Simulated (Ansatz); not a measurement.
# Two runs on CoSi

System: CoSi (P2₁3, 8 atoms in the cell).
Method of the first run: Kohn-Sham DFT of a periodic cell, LDA, Ansatz PAW, spin-polarised (Ansatz 0.2.0).

The structure derives from an entry of the Crystallography Open Database. Text and figures count atoms from 1; the logs count them from 0 in places.

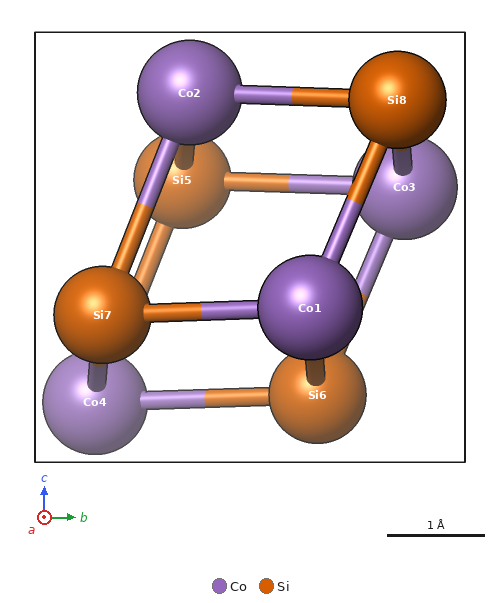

Fig. 1: The starting structure (ball-and-stick view of the cell of the calculation, along the a axis; atoms are numbered from 1 in the order of the input).

**Input, the first run**
```yaml
crystal:
  lattice:
    - [4.438, 0.0, 0.0]
    - [0.0, 4.438, 0.0]
    - [0.0, 0.0, 4.438]
  atoms:
    - { symbol: Co, position: [0.86, 0.64, 0.36], spin: 2.0 }
    - { symbol: Co, position: [0.64, 0.36, 0.86], spin: 2.0 }
    - { symbol: Co, position: [0.36, 0.86, 0.64], spin: 2.0 }
    - { symbol: Co, position: [0.14, 0.14, 0.14], spin: 2.0 }
    - { symbol: Si, position: [0.157, 0.343, 0.657] }
    - { symbol: Si, position: [0.343, 0.657, 0.157] }
    - { symbol: Si, position: [0.657, 0.157, 0.343] }
    - { symbol: Si, position: [0.843, 0.843, 0.843] }
hamiltonian:
  xc: lda
  pseudopotentials: { kind: paw }
magnetization:
  spin_polarized: true
kpoints:
  mp_grid: { grid: [6, 6, 6] }
scf:
  occupations: { method: fermi_dirac, width: 0.05 }
output:
  forces: true
  stress: true
relax:
  f_tol: 0.01
  max_steps: 40
  cell: { stress_tol: 0.05 }
```

Command:
```bash
ansatz run input.yaml --threads 4 --pin off --max-ram 11264MiB --backend cpu --events-out ev --progress --plain --runs-dir out
```

Hardware: 4 threads of Intel Xeon @ 2.90GHz (Ice Lake), 16 GiB of memory available, shared host.

**Output, shortened to warnings, some set-up lines, iterations and results (the first run)**
```
WARN: the starting moments were not kept: the SCF closed with an absolute magnetisation of 5.1e-7 μB, where they sum to 8 μB in size (4 sites). That is at most 0.1 of that sum. Measured as dr2_m measures the in/out step, that magnetisation stands 9.4e-14 eV from none, at or under the dr2_threshold of 1.0e-7 eV: it is no larger than a step whose dr2_m would equal this threshold. The system may …
Basis set: ecut = 420 eV, 1743 PW (Γ)
Symmetry: 12 space group operations
k-points: 24 of 216 (time reversal used)
Initial density: superposition of atomic densities (chi_scale 0.1, normalization cell)
[...]
SCF iter   1: F=—  HF=-22683.585017 eV  |F-HF|=—  |Δ(HF+E_count)|=         —  Δρ=1.01e-1 (↑1.01e-1 ↓3.62e-2)  dr2=6.01e0  dr2_m=2.16e0  M=4.370 μB ∫|m|=5.944 μB  β_m=0.30  …
SCF iter   2: F=—  HF=-22682.197766 eV  |F-HF|=—  |Δ(HF+E_count)|=    1.39e0  Δρ=5.52e-2 (↑4.61e-2 ↓5.52e-2)  dr2=8.65e-1  dr2_m=1.87e0  M=3.935 μB ∫|m|=5.399 μB  β_m=0.40  …
SCF iter   3: F=—  HF=-22685.920080 eV  |F-HF|=—  |Δ(HF+E_count)|=    3.72e0  Δρ=6.08e-2 (↑3.68e-2 ↓6.08e-2)  dr2=1.30e0  dr2_m=1.79e0  M=3.344 μB ∫|m|=4.677 μB  β_m=0.41  …
SCF iter   4: F=—  HF=-22689.380995 eV  |F-HF|=—  |Δ(HF+E_count)|=    3.46e0  Δρ=5.19e-2 (↑3.04e-2 ↓5.19e-2)  dr2=9.89e-1  dr2_m=1.30e0  M=2.496 μB ∫|m|=3.623 μB  β_m=0.21  …
SCF iter   5: F=—  HF=-22690.278980 eV  |F-HF|=—  |Δ(HF+E_count)|=   8.98e-1  Δρ=3.94e-2 (↑3.94e-2 ↓1.79e-2)  dr2=4.11e-1  dr2_m=5.76e-1  M=2.068 μB ∫|m|=2.932 μB  β_m=0.73  …
[... 77 lines ...]
SCF iter   3: F=—  HF=-22691.827181 eV  |F-HF|=—  |Δ(HF+E_count)|=  1.24e-10  Δρ=1.71e-7 (↑1.71e-7 ↓1.71e-7)  dr2=9.79e-11  dr2_m=1.42e-15  M=0.000 μB ∫|m|=0.000 μB  β_m=0.64 …
SCF iter   4: F=—  HF=-22691.827181 eV  |F-HF|=—  |Δ(HF+E_count)|=  2.55e-11  Δρ=6.25e-8 (↑6.25e-8 ↓6.10e-8)  dr2=6.68e-12  dr2_m=8.88e-16  M=-0.000 μB ∫|m|=0.000 μB  …
SCF iter   5: F=-22691.827181 eV  HF=-22691.827181 eV  |F-HF|=1.82e-11  |Δ(HF+E_count)|=  3.64e-12  Δρ=6.91e-8 (↑6.85e-8 ↓6.91e-8)  dr2=1.85e-11  dr2_m=9.50e-17  M=0.000 μB …
SCF 8 converged in 5 iterations: F = -22691.827181 eV  dr2 = 1.85e-11
relax step   8: F+E_penalty+E_count = -22691.82718112 eV  Δ(F+E_penalty+E_count) = -4.431e-9 eV  max|allowed force component| = 5.687e-4 eV/Å  Δτ_max = 0.0000 Å  P = +0.002 …
basis re-selected at this cell: Δ(F+E_penalty+E_count) = -4.431e-9 eV, ΔP = -0.001 GPa vs the last step (what re-selecting the basis moved, of the pressure what is left beyond the Pulay correction that the steps carried, after the strain that the cell walked since its last selection, with what the …
SCF converged after 5 iterations
Magnetization: 0.0000 μB (42.0000 up, 42.0000 down)
Absolute magnetization: 0.0000 μB (∫|ρ↑−ρ↓|, with the PAW one-centre terms)
Spin contamination: 0.0000 ħ² per cell (⟨S²⟩ above its minimum at these occupations)
Per-site moments (μB) at R_I (Å): [(1.0598375918817558e-9, 0.940577577916859), (1.0598374264087133e-9, 0.940577577916859), (1.059837329604553e-9, 0.940577577916859), (1.059837038175273e-9, 0.9405775779168595), (-3.0865654883010205e-10, 0.940577577916859), (-3.08656069776656e-10, 0.940577577916859), …
Free energy (F): -22691.827181 eV
Harris-Foulkes:  -22691.827181 eV  (|F-HF|=1.82e-11)
Internal energy: -22691.814887 eV  (E = F + TS)
E sigma→0 (E₀):  -22691.821034 eV
Entropy (-TS):   -0.012294 eV (-1.537 meV/atom)
Fermi energy:    17.505202 eV
--- Per-component energies (eV) ---
  E_band       = -877.014390
  E_kinetic    = 2025.721090
  E_local      = -13960.088530  (includes V_loc(G=0)·N_el)
  E_nonlocal   = 1950.338104
  E_hartree    = 6063.126880
  E_xc         = -868.291418
  E_vxc        = -1031.490732  (∫ρ·V_xc dr)
  E_paw        = -7764.714010  (= ΣΔE_a)
  E_vpaw       = -1987.747655  (= ΣTr[D̂ρ^β])
  E_aug_tail   = 0.000203  (compensation charges beyond the density's cutoff)
  E_ewald      = -10139.917532
  E_core_change = 2.010325  (= ΣΔE_core)
  E_smearing   = -0.012294  (= −TS)
  E_closure    = 0.000000  (closes the sum)
  Σ components = -22691.827181   (vs F -22691.827181, Δ=0.00e0)
--- Forces (eV/Å), atoms counted from 1 ---
  atom   1  Co     0.00023702    -0.00023702     0.00023702
  atom   2  Co    -0.00023702     0.00023702     0.00023702
  atom   3  Co     0.00023702     0.00023702    -0.00023702
  atom   4  Co    -0.00023702    -0.00023702    -0.00023702
  atom   5  Si    -0.00056875     0.00056875    -0.00056875
  atom   6  Si     0.00056875    -0.00056875    -0.00056875
  atom   7  Si    -0.00056875    -0.00056875     0.00056875
[...]
```

For the second run the input was changed thus:
```diff
-  xc: lda
+  xc: rpbe
+  dispersion: d3bj
+  write_density: true
+  write_potential: true
+  elf: true
+  volumetric_format: npy
```

What does this change do to the results?

The total energies belong to different models, so their difference says nothing on which is more stable or more accurate. The volume per atom goes from 10.29 to 9.54 Å³. The functional changes from LDA to RPBE. The SCF takes 62 iterations over all geometry steps against 71.

**Output, shortened to warnings, some set-up lines, iterations and results (the second run)**
```
WARN: the starting moments were not kept: the SCF closed with an absolute magnetisation of 8.2e-7 μB, where they sum to 8 μB in size (4 sites). That is at most 0.1 of that sum. Measured as dr2_m measures the in/out step, that magnetisation stands 1.9e-13 eV from none, at or under the dr2_threshold of 1.0e-7 eV: it is no larger than a step whose dr2_m would equal this threshold. The system may …
Basis set: ecut = 420 eV, 1743 PW (Γ), exchange–correlation on 60×60×60 points (8 copies of the dense FFT grid, shifted against one another)
Symmetry: 12 space group operations
k-points: 24 of 216 (time reversal used)
Initial density: superposition of atomic densities (chi_scale 0.1, normalization cell)
[...]
SCF iter   1: F=—  HF=-23095.122023 eV  |F-HF|=—  |Δ(HF+E_count)|=         —  Δρ=8.89e-2 (↑8.89e-2 ↓3.52e-2)  dr2=4.90e0  dr2_m=1.73e0  M=4.510 μB ∫|m|=6.209 μB  β_m=0.30  …
SCF iter   2: F=—  HF=-23094.277083 eV  |F-HF|=—  |Δ(HF+E_count)|=   8.45e-1  Δρ=5.34e-2 (↑4.29e-2 ↓5.34e-2)  dr2=8.67e-1  dr2_m=1.65e0  M=4.012 μB ∫|m|=5.672 μB  β_m=0.42  …
SCF iter   3: F=—  HF=-23097.888992 eV  |F-HF|=—  |Δ(HF+E_count)|=    3.61e0  Δρ=5.61e-2 (↑3.15e-2 ↓5.61e-2)  dr2=1.23e0  dr2_m=1.41e0  M=3.558 μB ∫|m|=5.020 μB  β_m=0.19  …
SCF iter   4: F=—  HF=-23099.703937 eV  |F-HF|=—  |Δ(HF+E_count)|=    1.81e0  Δρ=4.36e-2 (↑3.61e-2 ↓4.36e-2)  dr2=6.18e-1  dr2_m=1.19e0  M=3.232 μB ∫|m|=4.563 μB  β_m=0.10  …
SCF iter   5: F=—  HF=-23100.677904 eV  |F-HF|=—  |Δ(HF+E_count)|=   9.74e-1  Δρ=4.14e-2 (↑4.14e-2 ↓2.59e-2)  dr2=3.75e-1  dr2_m=8.18e-1  M=2.938 μB ∫|m|=4.110 μB  β_m=0.68  …
[... 64 lines ...]
SCF iter   7: F=—  HF=-23104.190981 eV  |F-HF|=—  |Δ(HF+E_count)|=   1.90e-7  Δρ=5.40e-7 (↑5.40e-7 ↓5.40e-7)  dr2=4.22e-10  dr2_m=7.28e-16  M=0.000 μB ∫|m|=0.000 μB  β_m=0.93 …
SCF iter   8: F=—  HF=-23104.190981 eV  |F-HF|=—  |Δ(HF+E_count)|=   1.07e-9  Δρ=1.53e-7 (↑1.53e-7 ↓1.53e-7)  dr2=4.80e-11  dr2_m=3.03e-17  M=0.000 μB ∫|m|=0.000 μB  β_m=0.97 …
SCF iter   9: F=-23104.190981 eV  HF=-23104.190981 eV  |F-HF|=1.46e-11  |Δ(HF+E_count)|=  7.28e-12  Δρ=6.66e-8 (↑6.66e-8 ↓6.66e-8)  dr2=8.55e-12  dr2_m=3.35e-19  M=0.000 μB …
SCF 6 converged in 9 iterations: F = -23104.190981 eV  dr2 = 8.55e-12
relax step   6: F+E_penalty+E_count = -23104.19098085 eV  Δ(F+E_penalty+E_count) = +6.270e-3 eV  max|allowed force component| = 9.218e-3 eV/Å  Δτ_max = 0.0000 Å  P = -0.018 …
basis re-selected at this cell: Δ(F+E_penalty+E_count) = +6.270e-3 eV, ΔP = +0.003 GPa vs the last step (what re-selecting the basis moved, of the pressure what is left beyond the Pulay correction that the steps carried, after the strain that the cell walked since its last selection, with what the …
SCF converged after 9 iterations
Magnetization: 0.0000 μB (42.0000 up, 42.0000 down)
Absolute magnetization: 0.0000 μB (∫|ρ↑−ρ↓|, with the PAW one-centre terms)
Spin contamination: 0.0000 ħ² per cell (⟨S²⟩ above its minimum at these occupations)
Per-site moments (μB) at R_I (Å): [(5.294520254557332e-11, 0.9217181511815328), (5.294485733520083e-11, 0.9217181511815328), (5.294523696571379e-11, 0.9217181511815328), (5.294522145118007e-11, 0.9217181511815336), (-1.1906032440038692e-11, 0.9217181511815328), (-1.1906001570301655e-11, …
Free energy (F): -23104.190981 eV
Harris-Foulkes:  -23104.190981 eV  (|F-HF|=1.46e-11)
Internal energy: -23104.181195 eV  (E = F + TS)
E sigma→0 (E₀):  -23104.186088 eV
Entropy (-TS):   -0.009786 eV (-1.223 meV/atom)
Fermi energy:    19.566664 eV
--- Per-component energies (eV) ---
  E_band       = -741.383606
  E_kinetic    = 2044.977030
  E_local      = -13528.481835  (includes V_loc(G=0)·N_el)
  E_nonlocal   = 1920.606085
  E_hartree    = 5924.001463
  E_xc         = -882.729940
  E_vxc        = -1041.391193  (∫ρ·V_xc dr)
  E_paw        = -8155.165476  (= ΣΔE_a)
  E_vpaw       = -1985.097542  (= ΣTr[D̂ρ^β])
  E_aug_tail   = 0.000471  (compensation charges beyond the density's cutoff)
  E_ewald      = -10405.633861
  E_disp       = -21.473920  (pairwise vdW)
  E_core_change = -0.281212  (= ΣΔE_core)
  E_smearing   = -0.009786  (= −TS)
  E_closure    = 0.000000  (closes the sum)
  Σ components = -23104.190981   (vs F -23104.190981, Δ=0.00e0)
--- Forces (eV/Å), atoms counted from 1 ---
  atom   1  Co     0.00194020    -0.00194020     0.00194020
  atom   2  Co    -0.00194020     0.00194020     0.00194020
  atom   3  Co     0.00194020     0.00194020    -0.00194020
  atom   4  Co    -0.00194020    -0.00194020    -0.00194020
  atom   5  Si     0.00921762    -0.00921762     0.00921762
  atom   6  Si    -0.00921762     0.00921762     0.00921762
[...]
```

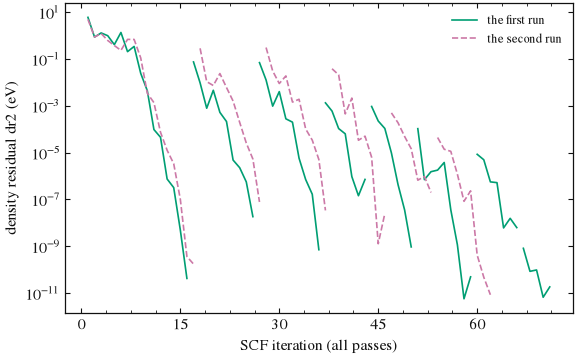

Fig. 2: Convergence of the two runs: density residual dr2 against the SCF iteration. A break in a curve parts two SCF passes. The first run takes 71 iterations in all, and the second run takes 62.

**The two runs side by side**

```csv
quantity,the first run,the second run
outcome,converged,converged
free energy per atom (eV),−2836.4784,−2888.0239
"energy per atom, smearing taken to zero (eV)",−2836.4776,−2888.0233
net moment of the cell (μB),0.00,0.00
absolute moment of the cell (μB),0.00,0.00
pressure (GPa),0.00,−0.02
volume per atom (Å³),10.29,9.54
largest force (eV/Å),0.001,0.016
SCF iterations,71,62
irreducible k-points,24,24
gap on the mesh (eV),–,0.00
```

For both runs: Warnings: some starting moments were not kept. For the second run: Points of doubt noted for this run: forces on files of another functional.
